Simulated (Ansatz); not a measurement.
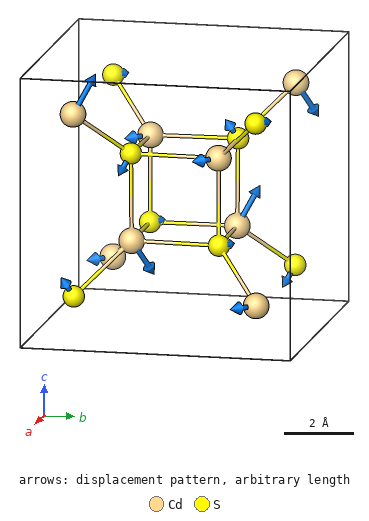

The lowest optical mode of crystalline CdS (a generated structure), space group I-43m (No. 217), at the zone centre. The blue arrows give the relative displacements of the atoms. Style: ball-and-stick. Shown: the conventional cell (2 times the calculation's cell), slightly off an axis. Lengths and directions refer to the drawn axes.

Theory: Ansatz 0.2.0, DFT PBE, scalar-relativistic, plane waves, PAW. Settings: plane-wave cutoff 420 eV; k-point mesh 6 × 6 × 6; occupations fixed; no spin polarisation.

Frequencies are those without the non-analytic (LO–TO) term.

### Is this crystal at a minimum with respect to the drawn distortion?

Yes: this softest mode has a real frequency, and so have all others here. That speaks for this wave vector alone: the rest of the zone wasn't checked in this run. This is the T₁ mode (triply degenerate; one member of the set is drawn) at 45 cm⁻¹, the lowest optical level, silent by symmetry (neither infrared- nor Raman-active). Atoms of one kind move against one another, with no net shift of any sublattice; it mainly bends the Cd–S bonds; the kinetic energy is shared as Cd 94 %, S 6 %.
